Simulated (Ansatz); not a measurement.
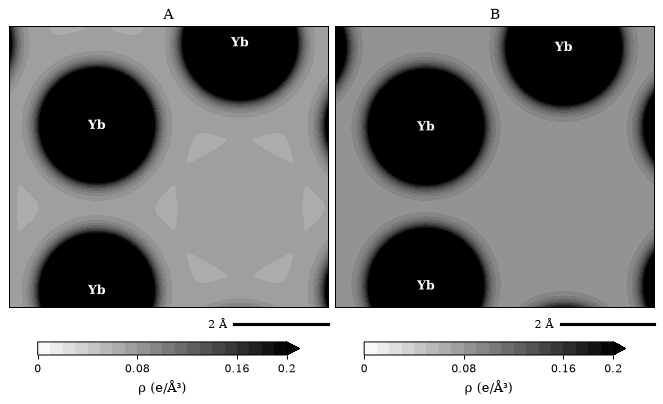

Yb. The valence charge density (pseudo) of two cells that differ in size, on the (001) plane of each (indices in the axes of the calculation cell), at one length scale and on one colour scale: A has 38.7 Å³ an atom and B 34.6.

Theory: DFT, r2SCAN, plane waves (500 eV) with PAW, scalar-relativistic (Ansatz 0.2.0).

In a PAW calculation such maps are meaningful between the atoms, not at the nuclei.

The larger cell:

```xyz
3
Lattice="6.0998 0.0000 0.0000 -3.0499 5.2826 0.0000 0.0000 0.0000 3.6040" Properties=species:S:1:pos:R:3 pbc="T T T"
Yb    0.0000    0.0000    0.0000
Yb    0.0000    3.5217    1.8020
Yb    3.0499    1.7608    1.8020
```

The smaller cell: a = 5.874 Å, b = 5.874 Å, c = 3.470 Å, α = 90.00°, β = 90.00°, γ = 120.00°.

Question: What does the compression do to the bonding and the properties?

Answer: From the larger cell to the smaller, Yb–Yb goes from 3.52 to 3.39 Å, and the density at its midpoint from 0.08 to 0.09 e/Å³; the pressure goes from −1.7 to 0.0 GPa.
